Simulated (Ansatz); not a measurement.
Al2Pt

Input

```
crystal:
  lattice:
    - [0.0, 2.849173851, 2.849173851]
    - [2.849173851, 0.0, 2.849173851]
    - [2.849173851, 2.849173851, 0.0]
  atoms:
    - { symbol: Al, position: [0.25, 0.25, 0.25] }
    - { symbol: Al, position: [0.75, 0.75, 0.75] }
    - { symbol: Pt, position: [0.0, 0.0, 0.0] }
basis:
  ecutwfc: 420
kpoints:
  mp_grid: { grid: [12, 12, 12] }
hamiltonian:
  xc: pbe
scf:
  occupations: { method: gaussian, width: 0.1 }
output:
  forces: true
  stress: true
  eigenvalues: true
  write_density: true
  write_potential: true
  elf: true
  volumetric_format: npy
```

Command:

```sh
ansatz run input.yaml --threads 1 --pin off --max-ram 2560MiB --backend cpu --events-out ev --progress --plain --runs-dir out
```

Below, planes, directions and counts refer to the conventional cell (a = 5.70 Å, b = 5.70 Å, c = 5.70 Å, α = 90.00°, β = 90.00°, γ = 90.00°).

Space group Fm-3m; changed on purpose from its base cell (volume × 0.88); computed pressure about 22 GPa in this cell.

All numbers below come from Ansatz 0.2.0, DFT PBE, scalar-relativistic, plane waves, PAW.

**What will maps of the valence pseudo-density and electron localisation function show?**

Al–Pt (2.47 Å): ρ is about 0.51 e/Å³ halfway; the ELF is about 0.45 at the midpoint.

**Does the calculation give a band gap?**

It is metallic or semimetallic at this level of theory: no gap opens.

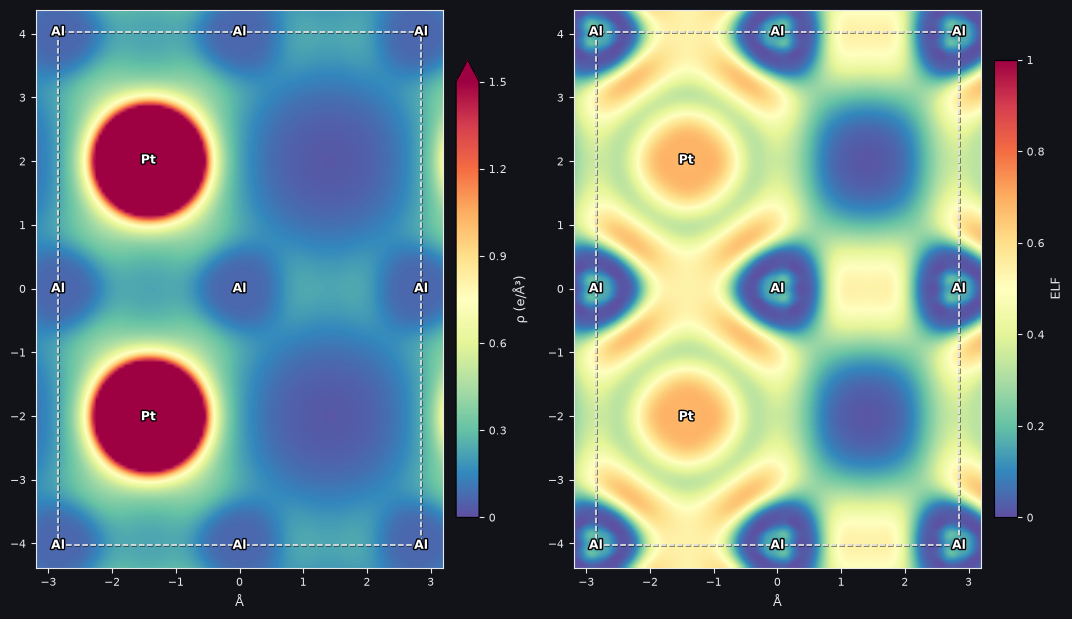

Computed valence pseudo-density and electron localisation function on the (011) plane of the conventional cell, in this order. 

Core electrons are frozen (PAW), and the valence fields are smoothed inside the atomic spheres.
